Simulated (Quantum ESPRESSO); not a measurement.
## Band-structure run of Ge (part 1 of 2)

- system: Ge (2 atoms in the cell)
- method: Kohn-Sham DFT of a periodic cell, rPW86PBE with rVV10, PseudoDojo 0.4.1 SR PBE standard, no spin polarisation (Quantum ESPRESSO 7.5)

The structure derives from an entry of the Crystallography Open Database.

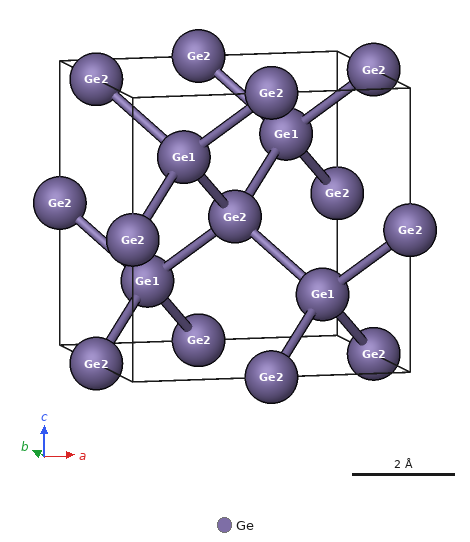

**Figure 1.** The structure as given in the input (ball-and-stick view of the cell 4 times as large as that of the calculation, set on its symmetry axes, seen slightly off an axis; atoms are numbered from 1 in the order of the input). An atom can appear more than once, as a periodic image. Near neighbours in the periodic cell (some may lie outside the picture): Ge has 4 Ge at 2.45 Å.

## The input
```
&CONTROL
  calculation = 'scf'
  prefix = 'pwscf'
  outdir = './tmp'
  pseudo_dir = './pseudo'
  tprnfor = .true.
  tstress = .true.
  disk_io = 'low'
/
&SYSTEM
  ibrav = 0
  nat = 2
  ntyp = 1
  ecutwfc = 78
  nbnd = 21
  input_dft = 'rvv10'
  occupations = 'smearing'
  smearing = 'fd'
  degauss = 0.00367493
/
&ELECTRONS
  conv_thr = 4d-10
  electron_maxstep = 120
  mixing_beta = 0.5
/
ATOMIC_SPECIES
Ge    72.6300 Ge.upf
CELL_PARAMETERS bohr
   0.0000000000    5.3458651312    5.3458651312
   5.3458651312    0.0000000000    5.3458651312
   5.3458651312    5.3458651312    0.0000000000
ATOMIC_POSITIONS bohr
Ge     8.0187976968    8.0187976968    8.0187976968
Ge     5.3458651312    5.3458651312    5.3458651312
K_POINTS automatic
8 8 8 0 0 0
```

## File pp_density.in
```
&INPUTPP
  prefix = 'pwscf'
  outdir = './tmp'
  filplot = 'density.dat'
  plot_num = 0
/
&PLOT
  nfile = 1
  filepp(1) = 'density.dat'
  iflag = 3
  output_format = 6
  fileout = 'density.cube'
/
```

## File pp_potential.in
```
&INPUTPP
  prefix = 'pwscf'
  outdir = './tmp'
  filplot = 'potential.dat'
  plot_num = 11
/
&PLOT
  nfile = 1
  filepp(1) = 'potential.dat'
  iflag = 3
  output_format = 6
  fileout = 'potential.cube'
/
```

## File pp_elf.in
```
&INPUTPP
  prefix = 'pwscf'
  outdir = './tmp'
  filplot = 'elf.dat'
  plot_num = 8
/
&PLOT
  nfile = 1
  filepp(1) = 'elf.dat'
  iflag = 3
  output_format = 6
  fileout = 'elf.cube'
/
```

## File bands.in
```
&CONTROL
  calculation = 'bands'
  prefix = 'pwscf'
  outdir = './tmp'
  pseudo_dir = './pseudo'
  disk_io = 'low'
  verbosity = 'high'
/
&SYSTEM
  ibrav = 0
  nat = 2
  ntyp = 1
  ecutwfc = 78
  nbnd = 21
  input_dft = 'rvv10'
  occupations = 'smearing'
  smearing = 'fd'
  degauss = 0.00367493
/
&ELECTRONS
  conv_thr = 1d-08
  electron_maxstep = 120
  mixing_beta = 0.5
  diago_full_acc = .true.
/
ATOMIC_SPECIES
Ge    72.6300 Ge.upf
CELL_PARAMETERS bohr
   0.0000000000    5.3458651312    5.3458651312
   5.3458651312    0.0000000000    5.3458651312
   5.3458651312    5.3458651312    0.0000000000
ATOMIC_POSITIONS bohr
Ge     8.0187976968    8.0187976968    8.0187976968
Ge     5.3458651312    5.3458651312    5.3458651312
K_POINTS crystal
60
 0.0000000000  0.0000000000  0.0000000000 1
 0.0625000000  0.0000000000  0.0625000000 1
 0.1250000000  0.0000000000  0.1250000000 1
 0.1875000000  0.0000000000  0.1875000000 1
 0.2500000000  0.0000000000  0.2500000000 1
 0.3125000000  0.0000000000  0.3125000000 1
 0.3750000000  0.0000000000  0.3750000000 1
 0.4375000000  0.0000000000  0.4375000000 1
 0.5000000000  0.0000000000  0.5000000000 1
 0.5000000000  0.0625000000  0.5625000000 1
 0.5000000000  0.1250000000  0.6250000000 1
 0.5000000000  0.1875000000  0.6875000000 1
 0.5000000000  0.2500000000  0.7500000000 1
 0.4375000000  0.3125000000  0.7500000000 1
 0.3750000000  0.3750000000  0.7500000000 1
 0.3375000000  0.3375000000  0.6750000000 1
 0.3000000000  0.3000000000  0.6000000000 1
 0.2625000000  0.2625000000  0.5250000000 1
 0.2250000000  0.2250000000  0.4500000000 1
 0.1875000000  0.1875000000  0.3750000000 1
 0.1500000000  0.1500000000  0.3000000000 1
 0.1125000000  0.1125000000  0.2250000000 1
 0.0750000000  0.0750000000  0.1500000000 1
 0.0375000000  0.0375000000  0.0750000000 1
 0.0000000000  0.0000000000  0.0000000000 1
 0.0625000000  0.0625000000  0.0625000000 1
 0.1250000000  0.1250000000  0.1250000000 1
 0.1875000000  0.1875000000  0.1875000000 1
 0.2500000000  0.2500000000  0.2500000000 1
 0.3125000000  0.3125000000  0.3125000000 1
 0.3750000000  0.3750000000  0.3750000000 1
 0.4375000000  0.4375000000  0.4375000000 1
 0.5000000000  0.5000000000  0.5000000000 1
 0.5250000000  0.4500000000  0.5250000000 1
 0.5500000000  0.4000000000  0.5500000000 1
 0.5750000000  0.3500000000  0.5750000000 1
 0.6000000000  0.3000000000  0.6000000000 1
 0.6250000000  0.2500000000  0.6250000000 1
 0.5833333333  0.2500000000  0.6666666667 1
 0.5416666667  0.2500000000  0.7083333333 1
 0.5000000000  0.2500000000  0.7500000000 1
 0.5000000000  0.2857142857  0.7142857143 1
 0.5000000000  0.3214285714  0.6785714286 1
 0.5000000000  0.3571428571  0.6428571429 1
 0.5000000000  0.3928571429  0.6071428571 1
 0.5000000000  0.4285714286  0.5714285714 1
 0.5000000000  0.4642857143  0.5357142857 1
 0.5000000000  0.5000000000  0.5000000000 1
 0.4821428571  0.4821428571  0.5357142857 1
 0.4642857143  0.4642857143  0.5714285714 1
 0.4464285714  0.4464285714  0.6071428571 1
 0.4285714286  0.4285714286  0.6428571429 1
 0.4107142857  0.4107142857  0.6785714286 1
 0.3928571429  0.3928571429  0.7142857143 1
 0.3750000000  0.3750000000  0.7500000000 1
 0.6250000000  0.2500000000  0.6250000000 1
 0.5937500000  0.1875000000  0.5937500000 1
 0.5625000000  0.1250000000  0.5625000000 1
 0.5312500000  0.0625000000  0.5312500000 1
 0.5000000000  0.0000000000  0.5000000000 1
```

Machine: 1 thread of AMD EPYC (Zen 3), 24 GiB of memory available, shared host.

Launched with:
```bash
OMP_NUM_THREADS=1 pw.x -in pw.in > pw.out
OMP_NUM_THREADS=1 pp.x -in pp_density.in > pp_density.out
OMP_NUM_THREADS=1 pp.x -in pp_potential.in > pp_potential.out
OMP_NUM_THREADS=1 pp.x -in pp_elf.in > pp_elf.out
OMP_NUM_THREADS=1 pw.x -in bands.in > bands.out
```

## The program's output
```
This program is part of the open-source Quantum ESPRESSO suite
     for quantum simulation of materials; please cite
         "P. Giannozzi et al., J. Phys.:Condens. Matter 21 395502 (2009);
         "P. Giannozzi et al., J. Phys.:Condens. Matter 29 465901 (2017);
         "P. Giannozzi et al., J. Chem. Phys. 152 154105 (2020);
          URL
     in publications or presentations arising from this work. More details at

     IMPORTANT: XC functional enforced from input :
     Exchange-correlation= RVV10
                           (   1   4  13   4  26   0   0)
     Any further DFT definition will be discarded
     Please, verify this is what you really want

     Message from routine setup:
     using ibrav=0 with symmetry is DISCOURAGED, use correct ibrav instead

     G-vector sticks info
     --------------------
     sticks:   dense  smooth     PW     G-vecs:    dense   smooth      PW
     Sum        1237    1237    361                28475    28475    4573

     Using Slab Decomposition

     bravais-lattice index     =            0
     lattice parameter (alat)  =       7.5602  a.u.
     unit-cell volume          =     305.5512 (a.u.)^3
     number of atoms/cell      =            2
     number of atomic types    =            1
     number of electrons       =        28.00
     number of Kohn-Sham states=           21
     kinetic-energy cutoff     =      78.0000  Ry
     charge density cutoff     =     312.0000  Ry
     scf convergence threshold =      4.0E-10
     mixing beta               =       0.5000
     number of iterations used =            8  plain     mixing
     Exchange-correlation= RVV10
                           (   1   4  13   4  26   0   0)

     celldm(1)=   7.560195  celldm(2)=   0.000000  celldm(3)=   0.000000
     celldm(4)=   0.000000  celldm(5)=   0.000000  celldm(6)=   0.000000

     crystal axes: (cart. coord. in units of alat)
               a(1) = (   0.000000   0.707107   0.707107 )
               a(2) = (   0.707107   0.000000   0.707107 )
               a(3) = (   0.707107   0.707107   0.000000 )

     reciprocal axes: (cart. coord. in units 2 pi/alat)
               b(1) = ( -0.707107  0.707107  0.707107 )
               b(2) = (  0.707107 -0.707107  0.707107 )
               b(3) = (  0.707107  0.707107 -0.707107 )

     PseudoPot. # 1 for Ge read from file:
     Ge.upf
     Pseudo is Norm-conserving + core correction, Zval = 14.0
     Generated using ONCVPSP code by D. R. Hamann
     Using radial grid of 1560 points,  6 beta functions with:
                l(1) =   0
                l(2) =   0
                l(3) =   1
                l(4) =   1
                l(5) =   2
                l(6) =   2

     atomic species   valence    mass     pseudopotential
     Ge               14.00    72.63000     Ge( 1.00)

     48 Sym. Ops., with inversion, found (24 have fractional translation)

   Cartesian axes

     site n.     atom                  positions (alat units)
         1        Ge     tau(   1) = (   1.0606602   1.0606602   1.0606602  )
         2        Ge     tau(   2) = (   0.7071068   0.7071068   0.7071068  )

     number of k points=    29  Fermi-Dirac smearing, width (Ry)=  0.0037
                       cart. coord. in units 2pi/alat
        k(    1) = (   0.0000000   0.0000000   0.0000000), wk =   0.0039062
        k(    2) = (   0.0883883   0.0883883  -0.0883883), wk =   0.0312500
        k(    3) = (   0.1767767   0.1767767  -0.1767767), wk =   0.0312500
        k(    4) = (   0.2651650   0.2651650  -0.2651650), wk =   0.0312500
        k(    5) = (  -0.3535534  -0.3535534   0.3535534), wk =   0.0156250
        k(    6) = (   0.1767767   0.0000000   0.0000000), wk =   0.0234375
        k(    7) = (   0.2651650   0.0883883  -0.0883883), wk =   0.0937500
        k(    8) = (   0.3535534   0.1767767  -0.1767767), wk =   0.0937500
        k(    9) = (  -0.2651650  -0.4419417   0.4419417), wk =   0.0937500
        k(   10) = (  -0.1767767  -0.3535534   0.3535534), wk =   0.0937500
        k(   11) = (  -0.0883883  -0.2651650   0.2651650), wk =   0.0937500
        k(   12) = (   0.0000000  -0.1767767   0.1767767), wk =   0.0468750
        k(   13) = (   0.3535534   0.0000000   0.0000000), wk =   0.0234375
        k(   14) = (   0.4419417   0.0883883  -0.0883883), wk =   0.0937500
        k(   15) = (  -0.1767767  -0.5303301   0.5303301), wk =   0.0937500
        k(   16) = (  -0.0883883  -0.4419417   0.4419417), wk =   0.0937500
        k(   17) = (   0.0000000  -0.3535534   0.3535534), wk =   0.0468750
        k(   18) = (   0.5303301  -0.0000000   0.0000000), wk =   0.0234375
        k(   19) = (  -0.0883883  -0.6187184   0.6187184), wk =   0.0937500
        k(   20) = (   0.0000000  -0.5303301   0.5303301), wk =   0.0468750
        k(   21) = (  -0.7071068   0.0000000   0.0000000), wk =   0.0117188
        k(   22) = (   0.3535534   0.1767767   0.0000000), wk =   0.0937500
        k(   23) = (  -0.2651650  -0.4419417   0.6187184), wk =   0.1875000
        k(   24) = (  -0.1767767  -0.3535534   0.5303301), wk =   0.0937500
        k(   25) = (  -0.1767767  -0.5303301   0.7071068), wk =   0.0937500
        k(   26) = (  -0.0883883  -0.4419417   0.6187184), wk =   0.1875000
        k(   27) = (   0.0000000  -0.3535534   0.5303301), wk =   0.0937500
        k(   28) = (  -0.7071068   0.1767767  -0.0000000), wk =   0.0468750
        k(   29) = (  -0.7071068   0.3535534   0.0000000), wk =   0.0234375

     Dense  grid:    28475 G-vectors     FFT dimensions: (  48,  48,  48)

     Initial potential from superposition of free atoms

     starting charge      27.9984, renormalised to      28.0000

Carrying out rVV10 run using the following parameters:
Nqs =      20    Nr_points =    1024   r_max =   100.000
b_value =  6.30000    beta =  0.00901
     q_mesh =  0.00010000  0.00030000  0.00058939  0.00100810
               0.00161396  0.00249058  0.00375900  0.00559430
               0.00824984  0.01209221  0.01765183  0.02569619
               0.03733578  0.05417739  0.07854596  0.11380545
               0.16482331  0.23864234  0.34545298  0.50000000

Gradients computed in Reciprocal space

     Starting wfcs are   18 randomized atomic wfcs +    3 random wfcs

     Self-consistent Calculation

     iteration #  1     ecut=    78.00 Ry     beta= 0.50
     Davidson diagonalization with overlap
     ethr =  1.00E-02,  avg # of iterations =  5.7

     Threshold (ethr) on eigenvalues was too large:
     Diagonalizing with lowered threshold

     Davidson diagonalization with overlap
     ethr =  1.33E-04,  avg # of iterations =  3.5

     total energy              =    -357.66903388 Ry
     estimated scf accuracy    <       0.03791592 Ry

     iteration #  2     ecut=    78.00 Ry     beta= 0.50
     Davidson diagonalization with overlap
     ethr =  1.35E-04,  avg # of iterations =  1.1

     total energy              =    -357.66834958 Ry
     estimated scf accuracy    <       0.00662848 Ry

     iteration #  3     ecut=    78.00 Ry     beta= 0.50
     Davidson diagonalization with overlap
     ethr =  2.37E-05,  avg # of iterations =  4.3

     total energy              =    -357.66891412 Ry
     estimated scf accuracy    <       0.00011726 Ry

     iteration #  4     ecut=    78.00 Ry     beta= 0.50
     Davidson diagonalization with overlap
     ethr =  4.19E-07,  avg # of iterations =  3.6

     total energy              =    -357.66892616 Ry
     estimated scf accuracy    <       0.00001059 Ry

     iteration #  5     ecut=    78.00 Ry     beta= 0.50
     Davidson diagonalization with overlap
     ethr =  3.78E-08,  avg # of iterations =  2.0

     total energy              =    -357.66892717 Ry
     estimated scf accuracy    <       0.00000011 Ry

     iteration #  6     ecut=    78.00 Ry     beta= 0.50
     Davidson diagonalization with overlap
     ethr =  4.09E-10,  avg # of iterations =  2.9

     total energy              =    -357.66892721 Ry
     estimated scf accuracy    <          8.2E-09 Ry

     iteration #  7     ecut=    78.00 Ry     beta= 0.50
     Davidson diagonalization with overlap
     ethr =  2.93E-11,  avg # of iterations =  2.2

     total energy              =    -357.66892721 Ry
     estimated scf accuracy    <          8.1E-10 Ry

     iteration #  8     ecut=    78.00 Ry     beta= 0.50
     Davidson diagonalization with overlap
     ethr =  2.90E-12,  avg # of iterations =  2.0

     End of self-consistent calculation

          k = 0.0000 0.0000 0.0000 (  3527 PWs)   bands (ev):

   -15.2924 -15.2924 -15.2924 -15.2595 -15.2595 -15.0461 -15.0461 -15.0461
   -15.0355 -15.0355  -3.2585   9.3773   9.5447   9.5447   9.5447  12.1210
    12.1210  12.1210  15.8339  19.1146  19.1146

          k = 0.0884 0.0884-0.0884 (  3575 PWs)   bands (ev):

   -15.3008 -15.3008 -15.2899 -15.2478 -15.2478 -15.0594 -15.0594 -15.0490
   -15.0240 -15.0240  -3.0689   7.1235   9.2146   9.2146  10.4923  12.5637
    12.5637  12.9895  16.7841  18.1967  18.1967

          k = 0.1768 0.1768-0.1768 (  3584 PWs)   bands (ev):

   -15.3110 -15.3110 -15.2839 -15.2306 -15.2306 -15.0737 -15.0737 -15.0561
   -15.0131 -15.0131  -2.5191   4.7819   8.6723   8.6723  10.1302  13.1939
    13.1939  15.0817  17.4923  17.9382  17.9382

          k = 0.2652 0.2652-0.2652 (  3567 PWs)   bands (ev):

   -15.3159 -15.3159 -15.2777 -15.2202 -15.2202 -15.0814 -15.0814 -15.0634
   -15.0073 -15.0073  -1.7149   2.8413   8.2871   8.2871   9.7653  13.3499
    13.3499  16.7225  17.7442  19.0979  19.0979

          k =-0.3536-0.3536 0.3536 (  3582 PWs)   bands (ev):
```
